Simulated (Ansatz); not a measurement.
Run report: Al3Ru4, geometry relaxation (part 3 of 3)

The same run, continued: Al3Ru4 (slab, 28 atoms in the cell); DFT PBE+D3(BJ), scalar-relativistic, plane waves, PAW, no spin polarisation (Ansatz 0.2.0); cutoff 420 eV, 5×5×1 k-mesh, Gaussian smearing of 0.1 eV. The structure derives from an entry of the Crystallography Open Database. The input holds or restrains some coordinates. Forces given for the steps count only the free coordinates. It belongs to a series of runs on one base structure; here: clean slab, lower half held.

## Output, continued
```
  k-point 5: bands = ["-67.4208", "-67.4156", "-67.4156", "-67.4105", "-67.3980", "-67.3929", "-67.3929", "-67.3877", "-67.2952", "-67.2912", "-67.2903", "-67.2903", "-67.2863", "-67.2863", "-67.2854", "-67.2813", "-37.5827", "-37.5748", "-37.5748", "-37.5672", "-37.5000", "-37.5000", "-37.4944", "-37.4903", "-37.4777", "-37.4777", "-37.4721", "-37.4700", "-37.4686", "-37.4628", "-37.4628", "-37.4559", "-37.4345", "-37.4304", "-37.4256", "-37.4256", "-37.4126", "-37.4092", "-37.4042", "-37.4042",
      "-37.3550", "-37.3550", "-37.3547", "-37.3547", "-37.3499", "-37.3496", "-37.3470", "-37.3466", "-37.3173", "-37.3110", "-37.3110", "-37.3055", "-37.3047", "-37.2993", "-37.2993", "-37.2932", "-37.2932", "-37.2924", "-37.2907", "-37.2898", "-37.2859", "-37.2859", "-37.2850", "-37.2850", "-3.5778", "-2.8148", "-2.8148", "-2.7251", "-2.2117", "-2.1054", "-2.1054", "-1.6625", "-1.6115", "-1.4005", "-1.4005", "-1.0874", "0.4896", "0.6826", "0.8141", "0.8235",
      "0.9381", "0.9381", "0.9553", "0.9553", "1.0840", "1.0840", "1.1153", "1.2305", "1.2607", "1.2607", "1.3605", "1.4704", "1.5514", "1.5514", "1.5677", "1.7299", "1.7518", "1.7694", "1.8462", "2.0112", "2.0112", "2.0278", "2.1275", "2.1275", "2.6197", "2.6251", "2.6950", "2.6950", "2.7236", "2.7236", "2.8029", "2.8367", "2.9366", "3.0209", "3.0209", "3.0855", "3.1291", "3.1291", "3.1450", "3.2396",
      "3.2396", "3.3401", "3.3486", "3.3486", "3.3486", "3.4065", "3.4351", "3.4351", "3.4828", "3.5056", "3.5151", "3.5151", "3.5397", "3.5813", "3.7202", "3.7318", "3.7445", "3.7445", "3.8180", "3.8781", "3.9172", "3.9172", "3.9229", "3.9340", "3.9661", "3.9920", "4.0163", "4.0163", "4.0178", "4.0800", "4.0800", "4.1713", "4.1713", "4.1794", "4.2397", "4.3445", "5.7413", "6.0273", "6.0273", "6.1926",
      "6.3866", "6.8826", "6.8826", "7.8143", "8.0392", "8.1167", "8.1167", "8.2768", "8.5595", "8.5595", "9.3080", "9.4158", "9.4222", "9.6572", "9.6666", "9.6666"]
--- Relaxed structure (4 steps of the walk, 4 accepted, 0 SCFs on fresh bases) ---
  F+E_penalty+E_count = -100520.66071910 eV   max|allowed force component| = 3.794e-3 eV/Å
  atoms:
    - { symbol: Ru, position: [0.24999999999999997, 0.24999999999999997, 0.3279224535] }
    - { symbol: Ru, position: [0.24999999999999997, 0.75, 0.3279224535] }
    - { symbol: Ru, position: [0.75, 0.24999999999999997, 0.3279224535] }
    - { symbol: Ru, position: [0.75, 0.75, 0.3279224535] }
    - { symbol: Al, position: [0.0, 0.0, 0.3852816357] }
    - { symbol: Al, position: [0.0, 0.49999999999999994, 0.3852816357] }
    - { symbol: Al, position: [0.49999999999999994, 0.0, 0.3852816357] }
    - { symbol: Al, position: [0.49999999999999994, 0.49999999999999994, 0.3852816357] }
    - { symbol: Ru, position: [0.24999999999999997, 0.24999999999999997, 0.4426408178] }
    - { symbol: Ru, position: [0.24999999999999997, 0.75, 0.4426408178] }
    - { symbol: Ru, position: [0.75, 0.24999999999999997, 0.4426408178] }
    - { symbol: Ru, position: [0.75, 0.75, 0.4426408178] }
    - { symbol: Al, position: [-5.842818432436196e-19, 2.5097558501637574e-34, 0.49931001912344836] }
    - { symbol: Al, position: [-5.842818432436196e-19, 0.49999999999999994, 0.49931001912344836] }
    - { symbol: Al, position: [0.49999999999999994, 1.1334381258804067e-34, 0.49931001912344836] }
    - { symbol: Al, position: [0.49999999999999994, 0.49999999999999994, 0.49931001912344836] }
    - { symbol: Ru, position: [0.24999999999999997, 0.24999999999999997, 0.556197268493824] }
    - { symbol: Ru, position: [0.24999999999999997, 0.75, 0.556197268493824] }
    - { symbol: Ru, position: [0.75, 0.24999999999999997, 0.556197268493824] }
    - { symbol: Ru, position: [0.75, 0.75, 0.556197268493824] }
    - { symbol: Al, position: [-1.2324336315450087e-18, -4.9861157555471104e-33, 0.613262978261193] }
    - { symbol: Al, position: [-1.2324336315450056e-18, 0.49999999999999994, 0.613262978261193] }
    - { symbol: Al, position: [0.49999999999999994, -9.900379629900016e-33, 0.613262978261193] }
    - { symbol: Al, position: [0.49999999999999994, 0.49999999999999994, 0.613262978261193] }
    - { symbol: Ru, position: [0.24999999999999997, 0.24999999999999997, 0.6683552823352127] }
    - { symbol: Ru, position: [0.24999999999999997, 0.75, 0.6683552823352127] }
    - { symbol: Ru, position: [0.75, 0.24999999999999997, 0.6683552823352127] }
    - { symbol: Ru, position: [0.75, 0.75, 0.6683552823352127] }
```

## Trajectory as extended XYZ (Å, eV, eV/Å), 4 frames, from step=1 to step=4
```
28
Lattice="5.9472 0.0000 0.0000 0.0000 5.9472 0.0000 0.0000 0.0000 25.9208" Properties=species:S:1:pos:R:3:forces:R:3 step=1 energy=-100520.59121
Ru    1.4868    1.4868    8.5000    0.0000   0.0000   0.4516
Ru    1.4868    4.4604    8.5000    0.0000   0.0000   0.4516
Ru    4.4604    1.4868    8.5000    0.0000   0.0000   0.4516
Ru    4.4604    4.4604    8.5000    0.0000   0.0000   0.4516
Al    0.0000    0.0000    9.9868    0.0000   0.0000  -0.2168
Al    0.0000    2.9736    9.9868    0.0000   0.0000  -0.2168
Al    2.9736    0.0000    9.9868    0.0000   0.0000  -0.2168
Al    2.9736    2.9736    9.9868    0.0000   0.0000  -0.2168
Ru    1.4868    1.4868   11.4736    0.0000   0.0000  -0.0451
Ru    1.4868    4.4604   11.4736    0.0000   0.0000  -0.0451
Ru    4.4604    1.4868   11.4736    0.0000   0.0000  -0.0451
Ru    4.4604    4.4604   11.4736    0.0000   0.0000  -0.0451
Al    0.0000    0.0000   12.9604    0.0000   0.0000   0.0000
Al    0.0000    2.9736   12.9604    0.0000   0.0000   0.0000
Al    2.9736    0.0000   12.9604    0.0000   0.0000   0.0000
Al    2.9736    2.9736   12.9604    0.0000   0.0000   0.0000
Ru    1.4868    1.4868   14.4472    0.0000   0.0000   0.0451
Ru    1.4868    4.4604   14.4472    0.0000   0.0000   0.0451
Ru    4.4604    1.4868   14.4472    0.0000   0.0000   0.0451
Ru    4.4604    4.4604   14.4472    0.0000   0.0000   0.0451
Al    0.0000    0.0000   15.9340    0.0000   0.0000   0.2168
Al    0.0000    2.9736   15.9340    0.0000   0.0000   0.2168
Al    2.9736    0.0000   15.9340    0.0000   0.0000   0.2168
Al    2.9736    2.9736   15.9340    0.0000   0.0000   0.2168
Ru    1.4868    1.4868   17.4208    0.0000   0.0000  -0.4516
Ru    1.4868    4.4604   17.4208    0.0000   0.0000  -0.4516
Ru    4.4604    1.4868   17.4208    0.0000   0.0000  -0.4516
Ru    4.4604    4.4604   17.4208    0.0000   0.0000  -0.4516
28
Lattice="5.9472 0.0000 0.0000 0.0000 5.9472 0.0000 0.0000 0.0000 25.9208" Properties=species:S:1:pos:R:3:forces:R:3 step=2 energy=-100520.65390
Ru    1.4868    1.4868    8.5000    0.0000   0.0000   0.4163
Ru    1.4868    4.4604    8.5000    0.0000   0.0000   0.4163
Ru    4.4604    1.4868    8.5000    0.0000   0.0000   0.4163
Ru    4.4604    4.4604    8.5000    0.0000   0.0000   0.4163
Al    0.0000    0.0000    9.9868    0.0000   0.0000  -0.2509
Al    0.0000    2.9736    9.9868    0.0000   0.0000  -0.2509
Al    2.9736    0.0000    9.9868    0.0000   0.0000  -0.2509
Al    2.9736    2.9736    9.9868    0.0000   0.0000  -0.2509
Ru    1.4868    1.4868   11.4736    0.0000   0.0000  -0.2224
Ru    1.4868    4.4604   11.4736    0.0000   0.0000  -0.2224
Ru    4.4604    1.4868   11.4736    0.0000   0.0000  -0.2224
Ru    4.4604    4.4604   11.4736    0.0000   0.0000  -0.2224
Al    0.0000    0.0000   12.9396    0.0000   0.0000  -0.0442
Al    0.0000    2.9736   12.9396    0.0000   0.0000  -0.0442
Al    2.9736    0.0000   12.9396    0.0000   0.0000  -0.0442
Al    2.9736    2.9736   12.9396    0.0000   0.0000  -0.0442
Ru    1.4868    1.4868   14.4069    0.0000   0.0000  -0.0460
Ru    1.4868    4.4604   14.4069    0.0000   0.0000  -0.0460
Ru    4.4604    1.4868   14.4069    0.0000   0.0000  -0.0460
Ru    4.4604    4.4604   14.4069    0.0000   0.0000  -0.0460
Al    0.0000    0.0000   15.8697    0.0000   0.0000   0.0793
Al    0.0000    2.9736   15.8697    0.0000   0.0000   0.0793
Al    2.9736    0.0000   15.8697    0.0000   0.0000   0.0793
Al    2.9736    2.9736   15.8697    0.0000   0.0000   0.0793
Ru    1.4868    1.4868   17.2957    0.0000   0.0000   0.0683
Ru    1.4868    4.4604   17.2957    0.0000   0.0000   0.0683
Ru    4.4604    1.4868   17.2957    0.0000   0.0000   0.0683
Ru    4.4604    4.4604   17.2957    0.0000   0.0000   0.0683
28
Lattice="5.9472 0.0000 0.0000 0.0000 5.9472 0.0000 0.0000 0.0000 25.9208" Properties=species:S:1:pos:R:3:forces:R:3 step=3 energy=-100520.66032
Ru    1.4868    1.4868    8.5000    0.0000   0.0000   0.4240
Ru    1.4868    4.4604    8.5000    0.0000   0.0000   0.4240
Ru    4.4604    1.4868    8.5000    0.0000   0.0000   0.4240
Ru    4.4604    4.4604    8.5000    0.0000   0.0000   0.4240
Al    0.0000    0.0000    9.9868    0.0000   0.0000  -0.2418
Al    0.0000    2.9736    9.9868    0.0000   0.0000  -0.2418
Al    2.9736    0.0000    9.9868    0.0000   0.0000  -0.2418
Al    2.9736    2.9736    9.9868    0.0000   0.0000  -0.2418
Ru    1.4868    1.4868   11.4736    0.0000   0.0000  -0.1778
Ru    1.4868    4.4604   11.4736    0.0000   0.0000  -0.1778
Ru    4.4604    1.4868   11.4736    0.0000   0.0000  -0.1778
Ru    4.4604    4.4604   11.4736    0.0000   0.0000  -0.1778
Al    0.0000    0.0000   12.9436    0.0000   0.0000  -0.0120
Al    0.0000    2.9736   12.9436    0.0000   0.0000  -0.0120
Al    2.9736    0.0000   12.9436    0.0000   0.0000  -0.0120
Al    2.9736    2.9736   12.9436    0.0000   0.0000  -0.0120
Ru    1.4868    1.4868   14.4179    0.0000   0.0000  -0.0210
Ru    1.4868    4.4604   14.4179    0.0000   0.0000  -0.0210
Ru    4.4604    1.4868   14.4179    0.0000   0.0000  -0.0210
Ru    4.4604    4.4604   14.4179    0.0000   0.0000  -0.0210
Al    0.0000    0.0000   15.8918    0.0000   0.0000   0.0422
Al    0.0000    2.9736   15.8918    0.0000   0.0000   0.0422
Al    2.9736    0.0000   15.8918    0.0000   0.0000   0.0422
Al    2.9736    2.9736   15.8918    0.0000   0.0000   0.0422
Ru    1.4868    1.4868   17.3235    0.0000   0.0000  -0.0135
Ru    1.4868    4.4604   17.3235    0.0000   0.0000  -0.0135
Ru    4.4604    1.4868   17.3235    0.0000   0.0000  -0.0135
Ru    4.4604    4.4604   17.3235    0.0000   0.0000  -0.0135
28
Lattice="5.9472 0.0000 0.0000 0.0000 5.9472 0.0000 0.0000 0.0000 25.9208" Properties=species:S:1:pos:R:3:forces:R:3 step=4 energy=-100520.66072
Ru    1.4868    1.4868    8.5000    0.0000   0.0000   0.4240
Ru    1.4868    4.4604    8.5000    0.0000   0.0000   0.4240
Ru    4.4604    1.4868    8.5000    0.0000   0.0000   0.4240
Ru    4.4604    4.4604    8.5000    0.0000   0.0000   0.4240
Al    0.0000    0.0000    9.9868    0.0000   0.0000  -0.2420
Al    0.0000    2.9736    9.9868    0.0000   0.0000  -0.2420
Al    2.9736    0.0000    9.9868    0.0000   0.0000  -0.2420
Al    2.9736    2.9736    9.9868    0.0000   0.0000  -0.2420
Ru    1.4868    1.4868   11.4736    0.0000   0.0000  -0.1841
Ru    1.4868    4.4604   11.4736    0.0000   0.0000  -0.1841
Ru    4.4604    1.4868   11.4736    0.0000   0.0000  -0.1841
Ru    4.4604    4.4604   11.4736    0.0000   0.0000  -0.1841
Al    0.0000    0.0000   12.9425    0.0000   0.0000  -0.0002
Al    0.0000    2.9736   12.9425    0.0000   0.0000  -0.0002
Al    2.9736    0.0000   12.9425    0.0000   0.0000  -0.0002
Al    2.9736    2.9736   12.9425    0.0000   0.0000  -0.0002
Ru    1.4868    1.4868   14.4171    0.0000   0.0000   0.0038
Ru    1.4868    4.4604   14.4171    0.0000   0.0000   0.0038
Ru    4.4604    1.4868   14.4171    0.0000   0.0000   0.0038
Ru    4.4604    4.4604   14.4171    0.0000   0.0000   0.0038
Al    0.0000    0.0000   15.8962    0.0000   0.0000  -0.0012
Al    0.0000    2.9736   15.8962    0.0000   0.0000  -0.0012
Al    2.9736    0.0000   15.8962    0.0000   0.0000  -0.0012
Al    2.9736    2.9736   15.8962    0.0000   0.0000  -0.0012
Ru    1.4868    1.4868   17.3243    0.0000   0.0000  -0.0002
Ru    1.4868    4.4604   17.3243    0.0000   0.0000  -0.0002
Ru    4.4604    1.4868   17.3243    0.0000   0.0000  -0.0002
Ru    4.4604    4.4604   17.3243    0.0000   0.0000  -0.0002
```

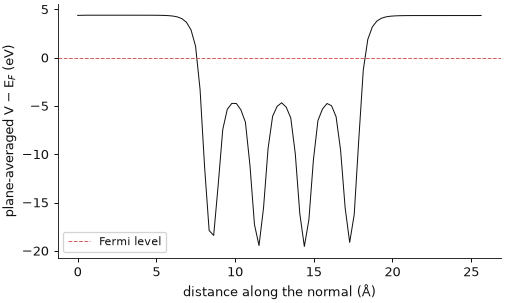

Plane average of the electrostatic potential energy of an electron across the cell, from the Fermi level. The vacuum level lies 4.36 eV above the Fermi level on the upper side and 4.40 eV on the lower.

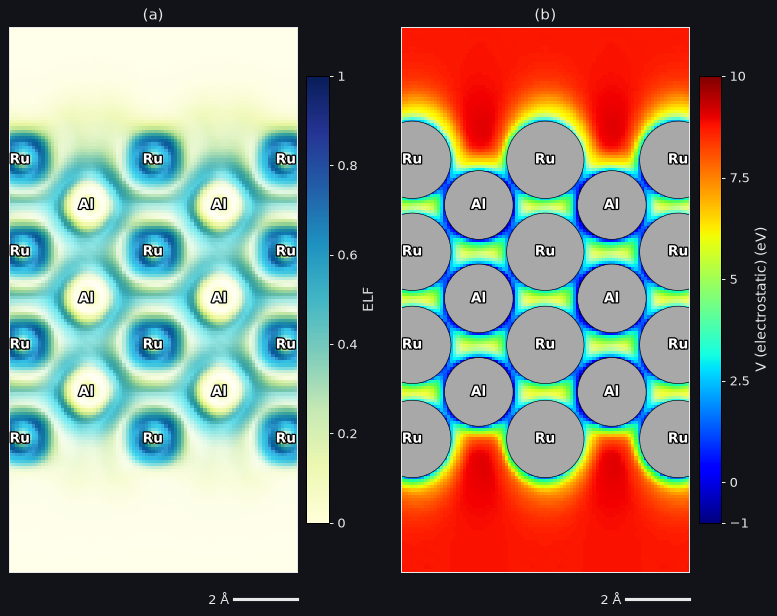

(a) ELF; (b) electrostatic potential energy of an electron on the (110) plane of the calculation cell, a cut from vacuum to vacuum. Grey discs, where drawn, cover atomic cores. The section cuts through Ru and Al sites. Al–Ru (2.56 Å): the ELF is about 0.35 at the midpoint; no localised pair between them. Ru–Ru (2.91 Å): the ELF is about 0.35 at the midpoint; no localised pair between them. Ru–Ru (2.97 Å): the ELF is about 0.35 at the midpoint; no localised pair between them. The strong features right at Ru lie inside the PAW spheres (semicore, d or f shells) and say nothing about bonding. The fields are those of the smooth PAW valence density.

## Results in brief

```csv
quantity,value
outcome,converged under the restraints of the input
electrons treated,292
free energy,−100520.6607 eV
"work function, top face",4.36 eV
"work function, bottom face",4.40 eV
Fermi energy,4.456 eV
gap on the k-point mesh,none (metallic)
final volume,916.79 Å³
work function (upper face),4.36 eV
"largest force (length of the vector) at the end, held atoms and coordinates included",0.424 eV/Å
wall time,2.1 min (CPU time 8.3 min)
peak memory,3.3 GiB
```

## Notes

The program warns: the exchange-correlation potential is rough where the density is thin.
